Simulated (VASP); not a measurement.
Efg calculation of SrTiO3 (part 2 of 2)

Continued. System: SrTiO3 (Pm-3m, 5 atoms in the cell). Method: Kohn-Sham DFT of a periodic cell, PBEsol, VASP PAW PBE potentials, recommended, no spin polarisation (VASP 6.6.1); cutoff 520 eV, 6×6×6 k-mesh, fermi-dirac of 0.02 eV. The structure derives from an entry of the Crystallography Open Database.

Geometry of the input (Å; fractional positions):
```
3.9053  0.0000  0.0000
0.0000  3.9053  0.0000
0.0000  0.0000  3.9053
Sr 0.5000  0.5000  0.5000
Ti 0.0000  0.0000  0.0000
O  0.5000  0.0000  0.0000
O  0.0000  0.5000  0.0000
O  0.0000  0.0000  0.5000
```

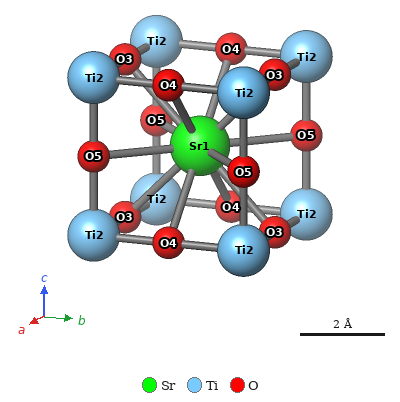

Figure 1. The structure (ball-and-stick view of the cell of the calculation, seen at an oblique angle; atoms are numbered from 1 in the order of the input).

Parts of OUTCAR, continued
```
  energy without entropy =      -42.01456648  energy(sigma->0) =      -42.01456648

 E-fermi :   4.5391     XC(G=0): -11.5386     alpha+bet :-14.1534

 val. band max:        4.0240985237   @ k =   0.5000   0.5000   0.5000
 cond. band min:       5.8238284714   @ k =   0.0000   0.0000   0.0000
 fundamental gap:      1.7997299478
 Fermi energy:         4.5391266160

 k-point     1 :       0.0000    0.0000    0.0000
  band No.  band energies     occupation
      1     -52.1793      2.00000
      2     -28.6215      2.00000
      3     -28.5408      2.00000
      4     -28.5408      2.00000
      5     -28.5408      2.00000
      6     -13.3348      2.00000
      7     -12.3296      2.00000
      8     -12.3296      2.00000
      9     -10.6426      2.00000
     10     -10.6426      2.00000
     11     -10.6426      2.00000
     12       1.1671      2.00000
     13       1.1671      2.00000
     14       1.1671      2.00000
     15       2.8375      2.00000
     16       2.8375      2.00000
     17       2.8375      2.00000
     18       3.6649      2.00000
     19       3.6649      2.00000
     20       3.6649      2.00000
     21       5.8238      0.00000
     22       5.8238      0.00000
     23       5.8238      0.00000
     24       8.3558      0.00000

 k-point     2 :       0.1667    0.0000    0.0000
  band No.  band energies     occupation
      1     -52.1789      2.00000
      2     -28.6524      2.00000
      3     -28.5401      2.00000
      4     -28.5401      2.00000
      5     -28.5221      2.00000
      6     -13.3539      2.00000
      7     -12.3251      2.00000
      8     -12.3196      2.00000
      9     -10.6305      2.00000
     10     -10.6305      2.00000
     11     -10.4629      2.00000
     12       0.8125      2.00000
     13       1.1476      2.00000
     14       1.1476      2.00000
     15       2.4876      2.00000
     16       2.4876      2.00000
     17       2.5963      2.00000
     18       2.8973      2.00000
     19       3.5133      2.00000
     20       3.5133      2.00000
     21       5.8665      0.00000
     22       6.4149      0.00000
     23       6.4149      0.00000
     24       8.3630      0.00000

 k-point     3 :       0.3333    0.0000    0.0000
  band No.  band energies     occupation
      1     -52.1781      2.00000
      2     -28.7006      2.00000
      3     -28.5386      2.00000
      4     -28.5386      2.00000
      5     -28.4977      2.00000
      6     -13.4801      2.00000
      7     -12.2982      2.00000
      8     -12.1438      2.00000
      9     -10.6059      2.00000
     10     -10.6059      2.00000
     11     -10.1680      2.00000
     12       0.0631      2.00000
     13       1.1248      2.00000
     14       1.1248      2.00000
     15       1.8684      2.00000
     16       1.9028      2.00000
     17       1.9028      2.00000
     18       2.1783      2.00000
     19       3.3460      2.00000
     20       3.3460      2.00000
     21       5.9552      0.00000
     22       7.3682      0.00000
     23       7.3682      0.00000
     24       8.3707      0.00000

 k-point     4 :       0.5000    0.0000    0.0000
  band No.  band energies     occupation
      1     -52.1777      2.00000
      2     -28.7221      2.00000
      3     -28.5378      2.00000
      4     -28.5378      2.00000
      5     -28.4880      2.00000
      6     -13.5633      2.00000
      7     -12.2875      2.00000
      8     -12.0006      2.00000
      9     -10.5936      2.00000
     10     -10.5936      2.00000
     11     -10.0430      2.00000
     12      -0.3332      2.00000
     13       1.1358      2.00000
     14       1.1358      2.00000
     15       1.4924      2.00000
     16       1.6332      2.00000
     17       1.6332      2.00000
     18       1.9928      2.00000
     19       3.2835      2.00000
     20       3.2835      2.00000
     21       6.0013      0.00000
     22       7.7999      0.00000
     23       7.7999      0.00000
     24       8.3735      0.00000

 k-point     5 :       0.1667    0.1667    0.0000
  band No.  band energies     occupation
      1     -52.1785      2.00000
      2     -28.6603      2.00000
      3     -28.5586      2.00000
      4     -28.5393      2.00000
      5     -28.5075      2.00000
      6     -13.3194      2.00000
      7     -12.3731      2.00000
      8     -12.2896      2.00000
      9     -10.6177      2.00000
     10     -10.5328      2.00000
     11     -10.4114      2.00000
     12       0.6027      2.00000
     13       0.9781      2.00000
     14       1.1311      2.00000
     15       1.7907      2.00000
     16       2.2369      2.00000
     17       2.7096      2.00000
     18       2.8217      2.00000
     19       3.1809      2.00000
     20       3.2786      2.00000
     21       6.3743      0.00000
     22       6.5049      0.00000
     23       6.7053      0.00000
     24       8.7250      0.00000

 [... the levels of 14 k-points are left out ...]

 k-point    20 :       0.5000    0.5000    0.5000
  band No.  band energies     occupation
      1     -52.1746      2.00000
      2     -28.6077      2.00000
      3     -28.6077      2.00000
      4     -28.6077      2.00000
      5     -28.5583      2.00000
      6     -11.9645      2.00000
      7     -11.9645      2.00000
      8     -11.9645      2.00000
      9     -10.9194      2.00000
     10     -10.9194      2.00000
     11     -10.9194      2.00000
     12      -0.6694      2.00000
     13      -0.1703      2.00000
     14      -0.1703      2.00000
     15       0.2424      2.00000
     16       0.2424      2.00000
     17       0.2424      2.00000
     18       4.0241      2.00000
     19       4.0241      2.00000
     20       4.0241      2.00000
     21       8.4884      0.00000
     22       8.4884      0.00000
     23       8.4884      0.00000
     24      10.8859      0.00000

------------------------ aborting loop because EDIFF is reached ----------------------------------------

  FORCE on cell =-STRESS in cart. coord.  units (eV):
  Direction    XX          YY          ZZ          XY          YZ          ZX
  --------------------------------------------------------------------------------------
  -------------------------------------------------------------------------------------
  Total       -0.4894569     -0.4894569     -0.4894569      0.0000000      0.0000000     -0.0000000
  in kB      -13.1664430    -13.1664430    -13.1664430      0.0000000      0.0000000     -0.0000000
  external PRESSURE =     -13.1664430 kB  Pullay stress =       0.0000000 kB

 VOLUME and BASIS-vectors are now :
 -----------------------------------------------------------------------------
  energy-cutoff  :      520.00
  volume of cell :       59.56
      direct lattice vectors                 reciprocal lattice vectors
     3.905280000  0.000000000  0.000000000     0.256063586  0.000000000  0.000000000
     0.000000000  3.905280000  0.000000000     0.000000000  0.256063586  0.000000000
     0.000000000  0.000000000  3.905280000     0.000000000  0.000000000  0.256063586

 POSITION                                       TOTAL-FORCE (eV/Angst)
 -----------------------------------------------------------------------------------
      1.95264      1.95264      1.95264         0.000000      0.000000      0.000000
      0.00000      0.00000      0.00000         0.000000      0.000000      0.000000
      1.95264      0.00000      0.00000         0.000000      0.000000      0.000000
      0.00000      1.95264      0.00000         0.000000      0.000000      0.000000
      0.00000      0.00000      1.95264         0.000000      0.000000      0.000000
 -----------------------------------------------------------------------------------
    total drift:                                0.000000     -0.000000      0.000000

  FREE ENERGIE OF THE ION-ELECTRON SYSTEM (eV)
  ---------------------------------------------------
  free  energy   TOTEN  =       -42.0145664834 eV

  energy  without entropy=      -42.0145664834  energy(sigma->0) =      -42.01456648

 Electric field gradients (V/A^2)
---------------------------------------------------------------------
 ion       V_xx      V_yy      V_zz      V_xy      V_xz      V_yz
---------------------------------------------------------------------
   1      -0.000    -0.000     0.000    -0.000     0.000    -0.000
   2      -0.000    -0.000     0.000    -0.000    -0.000     0.000
   3       9.349    -4.675    -4.675    -0.000     0.000    -0.000
   4      -4.675     9.349    -4.675    -0.000     0.000     0.000
   5      -4.675    -4.675     9.349     0.000     0.000     0.000
---------------------------------------------------------------------

 Electric field gradients after diagonalization (V/A^2)
 (convention: |V_zz| > |V_xx| > |V_yy|)
----------------------------------------------------------------------
 ion       V_xx      V_yy      V_zz     asymmetry (V_yy - V_xx)/ V_zz
----------------------------------------------------------------------
   1      -0.000    -0.000     0.000       0.009
   2      -0.000     0.000    -0.000      -0.959
   3      -4.675    -4.675     9.349       0.000
   4      -4.675    -4.675     9.349       0.000
   5      -4.675    -4.675     9.349       0.000
----------------------------------------------------------------------

           NMR quadrupolar parameters

 Cq : quadrupolar parameter    Cq=e*Q*V_zz/h
 eta: asymmetry parameters     (V_yy - V_xx)/ V_zz
 Q  : nuclear electric quadrupole moment in mb (millibarn)
----------------------------------------------------------------------
 ion       Cq(MHz)       eta       Q (mb)
----------------------------------------------------------------------
   1       0.000       0.009       1.000
   2      -0.000      -0.959       1.000
   3       0.023       0.000       1.000
   4       0.023       0.000       1.000
   5       0.023       0.000       1.000
----------------------------------------------------------------------
```

CONTCAR
```
SrTiO3
   1.00000000000000
     3.9052799999999999    0.0000000000000000    0.0000000000000000
     0.0000000000000000    3.9052799999999999    0.0000000000000000
     0.0000000000000000    0.0000000000000000    3.9052799999999999
  Sr              Ti              O
     1     1     3
Direct
     0.5000000000000000    0.5000000000000000    0.5000000000000000
     0.0000000000000000    0.0000000000000000    0.0000000000000000
     0.5000000000000000    0.0000000000000000    0.0000000000000000
     0.0000000000000000    0.5000000000000000    0.0000000000000000
     0.0000000000000000    0.0000000000000000    0.5000000000000000

  0.00000000E+00  0.00000000E+00  0.00000000E+00
  0.00000000E+00  0.00000000E+00  0.00000000E+00
  0.00000000E+00  0.00000000E+00  0.00000000E+00
  0.00000000E+00  0.00000000E+00  0.00000000E+00
  0.00000000E+00  0.00000000E+00  0.00000000E+00
```

Summary

- outcome: converged
- space group (tolerance 0.01 Å): Pm-3m (221)
- electrons treated: 40
- free energy: −42.0146 eV
- Fermi energy of the self-consistent step: 4.539 eV
- gap on the k-point mesh: 1.80 eV
- pressure: −1.32 GPa
- largest force (length of the vector): under 0.001 eV/Å
- wall time: 25 s
- peak memory: 0.18 GiB
